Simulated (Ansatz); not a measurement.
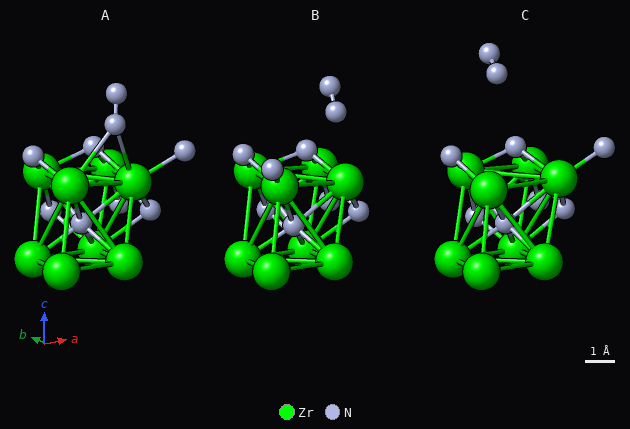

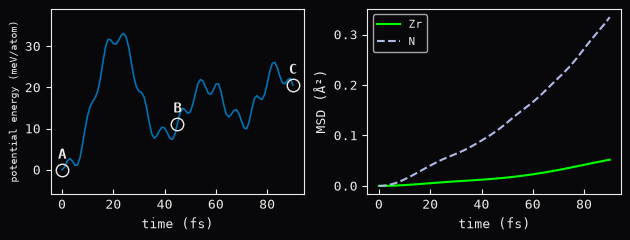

Molecular dynamics of N on ZrN(111) (17 atoms in the cell), 90 fs long. It starts from the last geometry of an earlier run, with fresh velocities. Frames (A at 0 fs, B at 45 fs, C at 90 fs) and the history of the run. The picture is a ball-and-stick view of the simulation cell, with the vacuum cut short, seen slightly off an axis. Atoms that leave the cell re-enter on the other side. Bonds to atoms that aren't drawn are left out.

These are results of Ansatz, DFT PBE, scalar-relativistic, plane waves, PAW, not measurements. Run with plane-wave cutoff 420 eV; k-point mesh 2 × 2 × 1; Fermi-Dirac smearing 0.05 eV; spin collinear; low-accuracy preset; 4 atoms held fixed; Nosé-Hoover thermostat (NVT); set temperature 750 K; time step 1 fs; thermostat time 100.0 fs.

Question: What do the frames and curves show?

Answer: In the second half of the run the atoms are, in the root-mean-square, this far from where they began (common drift taken out): N 0.46 Å, Zr 0.18 Å. The run lasts only 90 fs, too short to tell vibration from diffusion. The mean temperature in the second half is 635 K (standard deviation 38 K). The potential energy in the second half lies on average 17.7 meV per atom above the first frame. The conserved quantity stays between −0.013 and 0.25 meV per atom of its start. A straight-line fit has a slope that amounts to +0.031 meV per atom over 90 fs (under 0.1 % of the mean kinetic energy), its mean offset in the second half is 0.2 %, and the ripple about the line is 0.9 % of the kinetic energy's fluctuation. With a drift under 2 % and a ripple under 7 %, the integration is accurate.

Limits of the set-up: the k-point mesh is coarse for a cell with partly filled bands; the program's low-accuracy preset was used; the periodic images lie only 6.5 Å apart, so the values are limited by the cell's size.

PAW datasets: the set soft_1.
